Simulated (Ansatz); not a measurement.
# Two runs on Al

System: Al (2 atoms in the cell).
Method of the first run: DFT, RPBE, plane waves (420 eV) with PAW, scalar-relativistic, no spin polarisation (Ansatz 0.2.0).

Text and figures count atoms from 1; the logs count them from 0 in places.

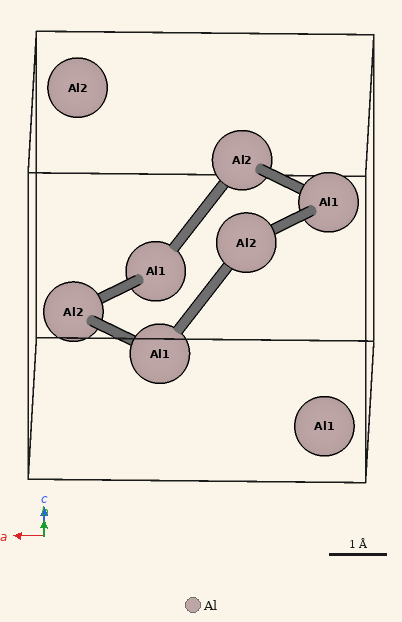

**Figure 1.** The input geometry (ball-and-stick view of the cell 4 times as large as that of the calculation, set on its symmetry axes, seen at an oblique angle; atoms are numbered from 1 in the order of the input).

## Input file, the first run
```yaml
crystal:
  lattice:
    - [0.0, 2.9651697254, 2.9651697254]
    - [2.9651697254, 0.0, 2.9651697254]
    - [2.9651697254, 2.9651697254, 0.0]
  atoms:
    - { symbol: Al, position: [0.125, 0.125, 0.125] }
    - { symbol: Al, position: [0.875, 0.875, 0.875] }
hamiltonian:
  xc: rpbe
  pseudopotentials:
    kind: paw
    azcp:
      Al: "pseudopotentials/Al.paw.azcp"
basis:
  ecutwfc: 420
  fft_grid_basis: typed
kpoints:
  mp_grid: { grid: [10, 10, 10], shift: [0, 0, 0] }
magnetization:
  spin_polarized: false
scf:
  occupations: { method: fermi_dirac, width: 0.1 }
  lower_state_search: "off"
output:
  stress: true
```

Hardware: 2 threads of an Arm (aarch64) CPU, shared host.

## Output, shortened to warnings, some set-up lines, iterations and results (the first run)
```
Basis set: ecut = 420 eV, 965 PW (Γ)
Symmetry: 48 space group operations
k-points: 47 of 1000
Initial density: superposition of atomic densities (neutral atoms: chi_scale 0, normalization atom), corrected by the library's trained network
[...]
SCF iter   1: F=—  HF=-1079.412567 eV  |F-HF|=—  |Δ(HF+E_count)|=         —  Δρ=1.34e-3  dr2=1.08e-3  ethr=1.77e-3  ⟨swp⟩=5.6  Hψ=2996  notcnv=0
SCF iter   2: F=—  HF=-1079.412999 eV  |F-HF|=—  |Δ(HF+E_count)|=   4.33e-4  Δρ=8.46e-4  dr2=4.68e-4  ethr=1.80e-5  ⟨swp⟩=1.8  Hψ=763  notcnv=0
SCF iter   3: F=—  HF=-1079.413342 eV  |F-HF|=—  |Δ(HF+E_count)|=   3.42e-4  Δρ=7.76e-5  dr2=6.16e-6  ethr=7.81e-6  ⟨swp⟩=2.2  Hψ=464  notcnv=0
SCF iter   4: F=—  HF=-1079.413350 eV  |F-HF|=—  |Δ(HF+E_count)|=   8.54e-6  Δρ=2.20e-5  dr2=3.37e-7  ethr=1.03e-7  ⟨swp⟩=2.1  Hψ=469  notcnv=0
SCF iter   5: F=-1079.413350 eV  HF=-1079.413350 eV  |F-HF|=1.72e-8  |Δ(HF+E_count)|=   5.35e-8  Δρ=7.33e-6  dr2=2.42e-8  ethr=5.62e-9  ⟨swp⟩=1.1  Hψ=339  notcnv=0
SCF iter   6: F=-1079.413350 eV  HF=-1079.413350 eV  |F-HF|=4.55e-11  |Δ(HF+E_count)|=   2.36e-8  Δρ=8.83e-7  dr2=4.94e-10  ethr=4.04e-10  ⟨swp⟩=2.2  Hψ=1077  notcnv=0
SCF 1 converged in 6 iterations: F = -1079.413350 eV  dr2 = 4.94e-10
SCF converged after 6 iterations
Free energy (F): -1079.413350 eV
Harris-Foulkes:  -1079.413350 eV  (|F-HF|=4.55e-11)
Internal energy: -1079.367416 eV  (E = F + TS)
E sigma→0 (E₀):  -1079.390383 eV
Entropy (-TS):   -0.045934 eV (-22.967 meV/atom)
Fermi energy:    3.203578 eV
--- Per-component energies (eV) ---
  E_band       = 0.013551
  E_kinetic    = 40.715131
  E_local      = -12.325662  (includes V_loc(G=0)·N_el)
  E_nonlocal   = 21.957208
  E_hartree    = 5.111984
  E_xc         = -76.564603
  E_vxc        = -53.384163  (∫ρ·V_xc dr)
  E_paw        = -940.508251  (= ΣΔE_a)
  E_vpaw       = -7.173006  (= ΣTr[D̂ρ^β])
  E_aug_tail   = -0.000003  (compensation charges beyond the density's cutoff)
  E_ewald      = -117.718698
  E_core_change = -0.034523  (= ΣΔE_core)
  E_smearing   = -0.045934  (= −TS)
  E_closure    = 0.000000  (closes the sum)
  Σ components = -1079.413350   (vs F -1079.413350, Δ=0.00e0)
--- Stress (GPa, compression-positive) ---
        3.485246       0.000000       0.000000
        0.000000       3.485246       0.000000
       -0.000000       0.000000       3.485246
  P = ⅓ Tr σ = 3.4852 GPa (34.852 kbar)
```

For the second run the input was changed thus:
```diff
-    - [0.0, 2.9651697254, 2.9651697254]
-    - [2.9651697254, 0.0, 2.9651697254]
-    - [2.9651697254, 2.9651697254, 0.0]
+    - [0.0, 3.1279624677, 3.1279624677]
+    - [3.1279624677, 0.0, 3.1279624677]
+    - [3.1279624677, 3.1279624677, 0.0]
```

Predict how the results change.

With the same functional and potentials, the second run lies 5.8 meV per atom lower. The pressure goes from 3.49 to −2.27 GPa. The volume per atom goes from 26.07 to 30.60 Å³. The number of SCF iterations is the same. The plane waves at Γ go from 965 to 1243.

## Output, shortened to warnings, some set-up lines, iterations and results (the second run)
```
Basis set: ecut = 420 eV, 1243 PW (Γ)
Symmetry: 48 space group operations
k-points: 47 of 1000
Initial density: superposition of atomic densities (neutral atoms: chi_scale 0, normalization atom), corrected by the library's trained network
[...]
SCF iter   1: F=—  HF=-1079.423537 eV  |F-HF|=—  |Δ(HF+E_count)|=         —  Δρ=1.40e-3  dr2=1.16e-3  ethr=1.77e-3  ⟨swp⟩=5.7  Hψ=3023  notcnv=0
SCF iter   2: F=—  HF=-1079.424296 eV  |F-HF|=—  |Δ(HF+E_count)|=   7.59e-4  Δρ=8.82e-4  dr2=4.93e-4  ethr=1.94e-5  ⟨swp⟩=2.0  Hψ=790  notcnv=0
SCF iter   3: F=—  HF=-1079.424982 eV  |F-HF|=—  |Δ(HF+E_count)|=   6.86e-4  Δρ=7.63e-5  dr2=7.53e-6  ethr=8.21e-6  ⟨swp⟩=2.0  Hψ=466  notcnv=0
SCF iter   4: F=—  HF=-1079.424998 eV  |F-HF|=—  |Δ(HF+E_count)|=   1.61e-5  Δρ=2.15e-5  dr2=4.45e-7  ethr=1.25e-7  ⟨swp⟩=2.0  Hψ=477  notcnv=0
SCF iter   5: F=-1079.424998 eV  HF=-1079.424998 eV  |F-HF|=3.04e-8  |Δ(HF+E_count)|=   5.50e-8  Δρ=6.26e-6  dr2=2.32e-8  ethr=7.41e-9  ⟨swp⟩=1.8  Hψ=399  notcnv=0
SCF iter   6: F=-1079.424998 eV  HF=-1079.424998 eV  |F-HF|=1.23e-10  |Δ(HF+E_count)|=   4.14e-8  Δρ=1.10e-6  dr2=1.09e-9  ethr=3.87e-10  ⟨swp⟩=2.1  Hψ=1084  notcnv=0
SCF 1 converged in 6 iterations: F = -1079.424998 eV  dr2 = 1.09e-9
SCF converged after 6 iterations
Free energy (F): -1079.424998 eV
Harris-Foulkes:  -1079.424998 eV  (|F-HF|=1.23e-10)
Internal energy: -1079.369956 eV  (E = F + TS)
E sigma→0 (E₀):  -1079.397477 eV
Entropy (-TS):   -0.055042 eV (-27.521 meV/atom)
Fermi energy:    2.217024 eV
--- Per-component energies (eV) ---
  E_band       = -4.707401
  E_kinetic    = 37.978647
  E_local      = -17.737164  (includes V_loc(G=0)·N_el)
  E_nonlocal   = 21.178616
  E_hartree    = 6.109477
  E_xc         = -75.214715
  E_vxc        = -51.569425  (∫ρ·V_xc dr)
  E_paw        = -940.058187  (= ΣΔE_a)
  E_vpaw       = -6.777154  (= ΣTr[D̂ρ^β])
  E_aug_tail   = -0.000002  (compensation charges beyond the density's cutoff)
  E_ewald      = -111.592106
  E_core_change = -0.034523  (= ΣΔE_core)
  E_smearing   = -0.055042  (= −TS)
  E_closure    = 0.000000  (closes the sum)
  Σ components = -1079.424998   (vs F -1079.424998, Δ=0.00e0)
--- Stress (GPa, compression-positive) ---
       -2.270653      -0.000000      -0.000000
        0.000000      -2.270653      -0.000000
       -0.000000       0.000000      -2.270653
  P = ⅓ Tr σ = -2.2707 GPa (-22.707 kbar)
```

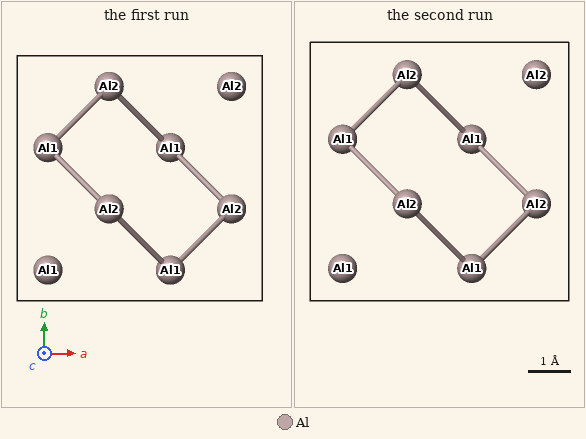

**Figure 2.** The two input geometries at one scale (ball-and-stick view of the cell 4 times as large as that of the calculation, set on its symmetry axes, along the c axis). The atoms keep their places relative to the cell (all moves are under 0.005 Å). The drawn cell changes as follows: a = b = c 5.930 → 6.256 Å (+5.5 %); the volume changes by +17.4 %. Among the contacts that change: Al1–Al2 2.568 → 2.709 Å.

## The two runs side by side

| quantity | the first run | the second run |
| --- | --- | --- |
| outcome | converged | converged |
| free energy per atom (eV) | −539.7067 | −539.7125 |
| energy per atom, smearing taken to zero (eV) | −539.6952 | −539.6987 |
| pressure (GPa) | 3.49 | −2.27 |
| volume per atom (Å³) | 26.07 | 30.60 |
| SCF iterations | 6 | 6 |
| irreducible k-points | 47 | 47 |
| plane waves at Γ | 965 | 1243 |
| wall time (shared host) | 0.59 s | 0.96 s |
